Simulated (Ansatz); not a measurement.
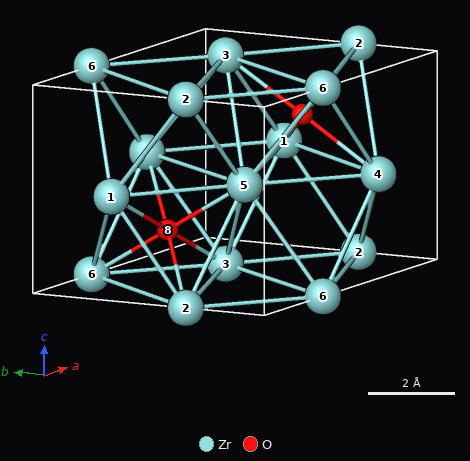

The structure (ball-and-stick view of the cell of the calculation, seen at an oblique angle; atoms are numbered from 1 in the order of the input). An atom can appear more than once, as a periodic image. Near neighbours in the periodic cell (some may lie outside the picture): Zr has 2 O at 2.27 Å and 12 Zr at 3.17 to 3.32 Å; O has 6 Zr at 2.27 Å.

Run report: Zr$_{3}$O, single-point calculation

- system: Zr$_{3}$O (P6₃22, 8 atoms in the cell)
- method: DFT PBEsol, scalar-relativistic, plane waves, PAW, no spin polarisation (Ansatz 0.2.0)

The structure derives from a Materials Project entry. Figures and captions count atoms from 1; the log counts them from 0 in places.

### Input file
```yaml
crystal:
  lattice:
    - [5.6499863591, 0.0, 0.0]
    - [-2.8249931796, 4.893031718, 0.0]
    - [0.0, 0.0, 5.19391355]
  atoms:
    - { symbol: Zr, position: [0.0, 0.66056685, 0.5] }
    - { symbol: Zr, position: [0.0, 0.33943315, 0.0] }
    - { symbol: Zr, position: [0.66056685, 0.66056685, 0.0] }
    - { symbol: Zr, position: [0.66056685, 0.0, 0.5] }
    - { symbol: Zr, position: [0.33943315, 0.33943315, 0.5] }
    - { symbol: Zr, position: [0.33943315, 0.0, 0.0] }
    - { symbol: O, position: [0.66666667, 0.33333333, 0.75] }
    - { symbol: O, position: [0.33333333, 0.66666667, 0.25] }
basis:
  ecutwfc: 420
kpoints:
  mp_grid: { grid: [6, 6, 4] }
hamiltonian:
  xc: pbesol
scf:
  occupations: { method: gaussian, width: 0.1 }
output:
  forces: true
  stress: true
  eigenvalues: true
```

Launched with:
```bash
ansatz run input.yaml --threads 2 --pin off --max-ram 5120MiB --backend cpu --events-out ev --progress --plain --runs-dir out
```

### What the program printed
```
Engine: ansatz 0.2.0, x86_64-unknown-linux-gnu
Pseudopotentials: kind: paw
Pseudopotential: Zr, paw, valence charge 12, recommended cutoff 420 eV (normal), Zr.paw.azcp
Pseudopotential: O, paw, valence charge 6, recommended cutoff 420 eV (normal), O.paw.azcp
Functional definition: PBEsol
  exchange = pbesol_x
  correlation = pbesol_c
Crystal: 8 atoms, lattice volume = 143.589 Å³
Basis set: ecut = 420 eV, 2825 PW (Γ), exchange–correlation on 80×80×72 points (8 copies of the dense FFT grid, shifted against one another)
Bands: 51, of which v1, the nominal top of the filled ones, is band 42 counted from 1 (41 counted from 0)
Symmetry: 12 space group operations
Space group: P6322 (ITA 182), of the structure as read, at distance tolerance 5.2e-5 Å
k-points: 21 of 144 (time reversal used)
Non-local potential: Zr, projectors of the file, l = 0: 3, l = 1: 2, l = 2: 2, l = 3: 2
Non-local potential: O, projectors of the file, l = 0: 2, l = 1: 2, l = 2: 1
PAW form: soft (Blöchl's): semilocal exchange-correlation on the pseudo side does not see the compensation charge
PAW frozen core: Zr, regenerated for the run's functional, and the local potential with it (the file was generated under x = pbe(κ = 0.804, μ = 0.2195149727645171), c = pbe(β = 0.06672455060314922))
PAW frozen core: O, regenerated for the run's functional, and the local potential with it (the file was generated under x = pbe(κ = 0.804, μ = 0.2195149727645171), c = pbe(β = 0.06672455060314922))
PAW one-centre angular grid: Zr, 590 points (default); XC on 64 Gauss nodes
PAW one-centre angular grid: O, 110 points (default); XC on 64 Gauss nodes
Initial density: superposition of atomic densities (neutral atoms: chi_scale 0, normalization atom), corrected by the library's trained network
Initial wavefunctions: pseudopotential atomic-orbital guess
Functional: x = pbesol(κ = 0.804, μ = 0.12345679012345678), c = pbesol(β = 0.046)
SCF iter   1: F=—  HF=-25900.138941 eV  |F-HF|=—  |Δ(HF+E_count)|=         —  Δρ=6.77e-3  dr2=6.32e-2  ethr=1.77e-3  ⟨swp⟩=5.8  Hψ=4156  notcnv=0
preconditioner: auto → Kerker (q_TF=auto, 2.495 Å⁻¹)  [metal: Δε(μ)=0.024 eV  Ē_g=4.894 eV  σ=0.100 eV  W_gap=0.13  n_scr=28 (ndim 8)  ℏωp=17.5 eV  f_vac=0.000  D(μ)=4.17/eV (n_scr^D=26)]
SCF iter   2: F=—  HF=-25900.128498 eV  |F-HF|=—  |Δ(HF+E_count)|=   1.04e-2  Δρ=3.52e-3  dr2=2.57e-2  ethr=7.52e-5  ⟨swp⟩=2.0  Hψ=1314  notcnv=0
SCF iter   3: F=—  HF=-25900.123647 eV  |F-HF|=—  |Δ(HF+E_count)|=   4.85e-3  Δρ=1.97e-3  dr2=5.45e-3  ethr=3.05e-5  ⟨swp⟩=2.0  Hψ=1370  notcnv=0
SCF iter   4: F=—  HF=-25900.122319 eV  |F-HF|=—  |Δ(HF+E_count)|=   1.33e-3  Δρ=3.99e-4  dr2=3.81e-4  ethr=6.49e-6  ⟨swp⟩=2.0  Hψ=1406  notcnv=0
SCF iter   5: F=—  HF=-25900.122223 eV  |F-HF|=—  |Δ(HF+E_count)|=   9.64e-5  Δρ=7.37e-5  dr2=6.62e-6  ethr=4.53e-7  ⟨swp⟩=2.5  Hψ=1685  notcnv=0
SCF iter   6: F=—  HF=-25900.122181 eV  |F-HF|=—  |Δ(HF+E_count)|=   4.21e-5  Δρ=2.35e-5  dr2=9.85e-7  ethr=7.88e-9  ⟨swp⟩=2.3  Hψ=1620  notcnv=0
SCF iter   7: F=-25900.122180 eV  HF=-25900.122180 eV  |F-HF|=7.06e-9  |Δ(HF+E_count)|=   1.64e-7  Δρ=4.61e-6  dr2=3.03e-8  ethr=1.19e-10  ⟨swp⟩=8.8  Hψ=4367  notcnv=0
SCF 1 converged in 7 iterations: F = -25900.122180 eV  dr2 = 3.03e-8
  greatest PAW one-centre occupation: 0.996 electrons in one spin orbital (limit 2), on the Zr atom at site 5 (counted from 0), in its partial waves of l = 0
```

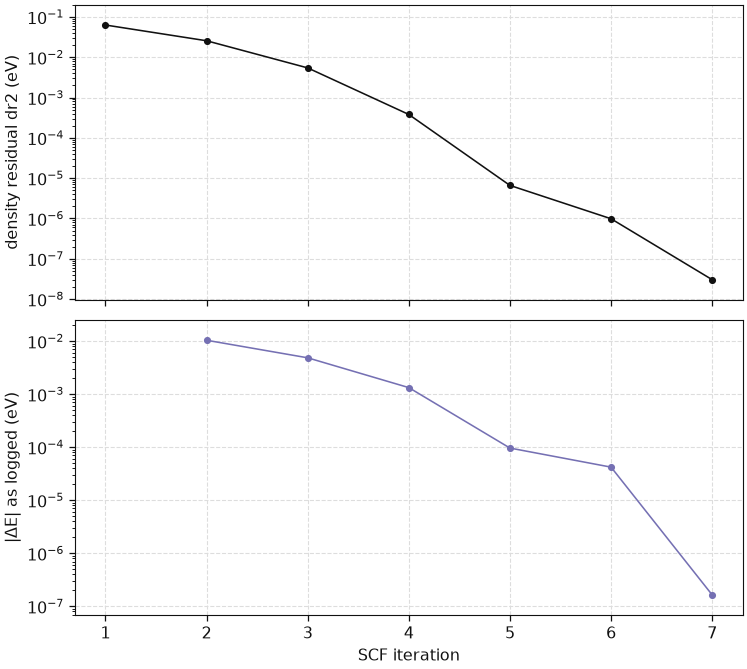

Convergence of the self-consistent field: density residual dr2 and size of the energy change against the SCF iteration. The residual falls at every step.

```
SCF converged after 7 iterations
Free energy (F): -25900.122180 eV
Harris-Foulkes:  -25900.122180 eV  (|F-HF|=7.06e-9)
Internal energy: -25900.100384 eV  (E = F + TS)
E sigma→0 (E₀):  -25900.111282 eV
Entropy (-TS):   -0.021797 eV (-2.725 meV/atom)
Fermi energy:    14.599798 eV
--- Per-component energies (eV) ---
  E_band       = -512.156098
  E_kinetic    = 2350.488126
  E_local      = -4372.511530  (includes V_loc(G=0)·N_el)
  E_nonlocal   = 584.132500
  E_hartree    = 1408.685592
  E_xc         = -1110.429737
  E_vxc        = -1331.785711  (∫ρ·V_xc dr)
  E_paw        = -17704.479854  (= ΣΔE_a)
  E_vpaw       = -559.855048  (= ΣTr[D̂ρ^β])
  E_aug_tail   = 0.004972  (compensation charges beyond the density's cutoff)
  E_ewald      = -7057.055351
  E_core_change = 1.064898  (= ΣΔE_core)
  E_smearing   = -0.021797  (= −TS)
  E_closure    = 0.000000  (closes the sum)
  Σ components = -25900.122180   (vs F -25900.122180, Δ=0.00e0)
--- Forces (eV/Å), atoms counted from 1 ---
  atom   1  Zr     0.05576038    -0.09657980    -0.00000000
  atom   2  Zr    -0.05576038     0.09657980    -0.00000000
  atom   3  Zr    -0.05576038    -0.09657980     0.00000000
  atom   4  Zr    -0.11152075    -0.00000000     0.00000000
  atom   5  Zr     0.05576038     0.09657980     0.00000000
  atom   6  Zr     0.11152075     0.00000000     0.00000000
  atom   7  O     -0.00000000    -0.00000000    -0.00000000
  atom   8  O     -0.00000000     0.00000000    -0.00000000
  max |Σ_I F_I| component: 9.25e-18 eV/Å
--- Stress (GPa, compression-positive) ---
       -4.608576       0.000000      -0.000000
        0.000000      -4.608576       0.000000
        0.000000      -0.000000      -3.949629
  P = ⅓ Tr σ = -4.3889 GPa (-43.889 kbar)
--- Band table (eV; the first three rows and the last of 21) ---
  k-point 0: bands = ["-34.2073", "-34.0575", "-34.0468", "-34.0468", "-34.0336", "-34.0336", "-13.2694", "-12.5243", "-12.4880", "-12.3872", "-12.3872", "-12.3706", "-12.3706", "-12.3102", "-12.1829", "-12.1829", "-12.1276", "-12.1276", "-12.0897", "-11.8933", "-11.8933", "-11.7764", "-11.7764", "-11.7706", "-5.9098", "-4.9658", "7.3878", "7.8400", "7.8400", "8.0091", "8.0091", "8.3833", "9.9718", "12.9080", "13.1373", "13.1732", "13.2201", "13.2201", "13.6086", "13.6086", "14.7271", "15.2538", "15.2538", "15.3637", "15.4260", "15.4260", "15.8975", "15.8975", "16.4305", "16.4305", "17.0744"]
  k-point 1: bands = ["-34.1857", "-34.0797", "-34.0462", "-34.0434", "-34.0369", "-34.0341", "-13.1333", "-12.5957", "-12.5726", "-12.5244", "-12.4406", "-12.3823", "-12.3758", "-12.3480", "-12.1523", "-12.1404", "-12.1081", "-11.9801", "-11.9654", "-11.9167", "-11.8679", "-11.8660", "-11.7961", "-11.7857", "-5.7465", "-5.0829", "7.3586", "7.4465", "7.4852", "8.1338", "8.3142", "8.4769", "10.6072", "12.8093", "13.1552", "13.3650", "13.3893", "13.4254", "13.6817", "14.0114", "14.5093", "14.7673", "14.9129", "14.9594", "15.0556", "15.2295", "15.9308", "16.4802", "16.7021", "16.8274", "17.0724"]
  k-point 2: bands = ["-34.1330", "-34.1330", "-34.0420", "-34.0420", "-34.0382", "-34.0382", "-12.8070", "-12.8070", "-12.6707", "-12.6707", "-12.4523", "-12.4523", "-12.2720", "-12.2720", "-12.1978", "-12.1978", "-12.0481", "-12.0481", "-11.8985", "-11.8985", "-11.8227", "-11.8227", "-11.8179", "-11.8179", "-5.3921", "-5.3921", "7.1784", "7.1784", "7.7566", "7.7566", "8.5645", "8.5645", "11.9472", "11.9472", "13.3092", "13.3092", "13.5664", "13.5664", "14.3642", "14.3642", "14.5839", "14.5839", "14.5929", "14.5929", "14.6085", "14.6085", "16.1611", "16.1611", "16.5928", "16.5928", "17.0968"]
  k-point 20: bands = ["-34.0781", "-34.0781", "-34.0730", "-34.0730", "-34.0628", "-34.0628", "-12.9657", "-12.9657", "-12.5113", "-12.5113", "-12.4615", "-12.4615", "-12.2050", "-12.2050", "-12.0891", "-12.0891", "-11.9713", "-11.9713", "-11.9356", "-11.9356", "-11.9260", "-11.9260", "-11.9098", "-11.9098", "-5.4178", "-5.4178", "7.7470", "7.7470", "7.8116", "7.8116", "8.0423", "8.0423", "12.2270", "12.2270", "12.5653", "12.5653", "13.5915", "13.5915", "13.6473", "13.6473", "13.9655", "13.9655", "14.7869", "14.7869", "15.7722", "15.7722", "16.5091", "16.5091", "16.7079", "16.7079", "17.6599"]
```

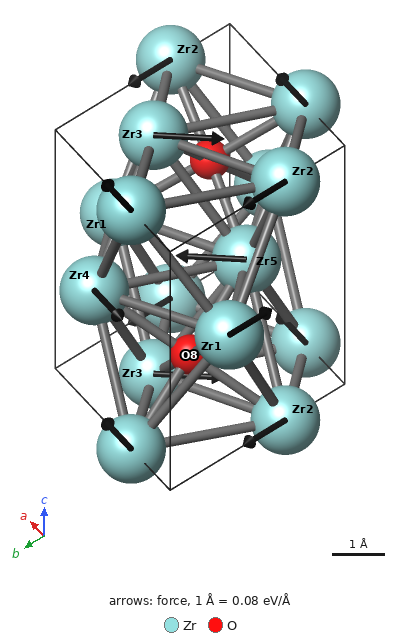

Forces on the atoms as black arrows (ball-and-stick view of the cell of the calculation, seen at an oblique angle; atoms are numbered from 1 in the order of the input). The largest act on all 6 Zr atoms (0.11 eV/Å). The geometry is not a stationary point of this energy.

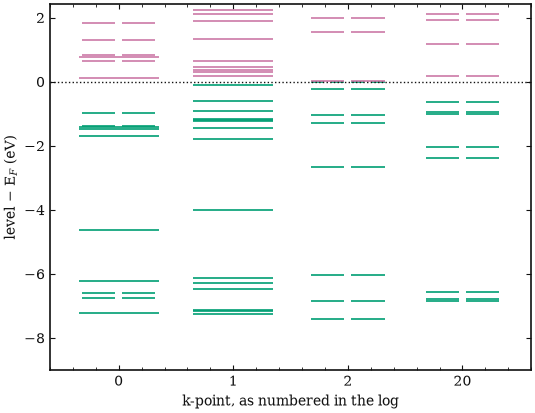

Kohn–Sham levels near the Fermi level (dotted) at the few k-points that the log prints; levels within 0.02 eV of each other stand side by side. The system is metallic on the full mesh.

### Summary

| quantity | value |
| --- | --- |
| outcome | converged |
| space group (tolerance 0.01 Å) | P6₃22 (182) |
| electrons treated | 84 |
| free energy | −25900.1222 eV |
| Fermi energy | 14.600 eV |
| gap on the k-point mesh | none (metallic) |
| pressure | −4.39 GPa |
| largest force (length of the vector) | 0.112 eV/Å |
| hardware | 2 threads of Intel Xeon @ 2.50GHz (Skylake/Cascade Lake), 192 GiB of memory available, shared host |
| wall time | 9 s (CPU time 17 s) |
| peak memory | 0.49 GiB |
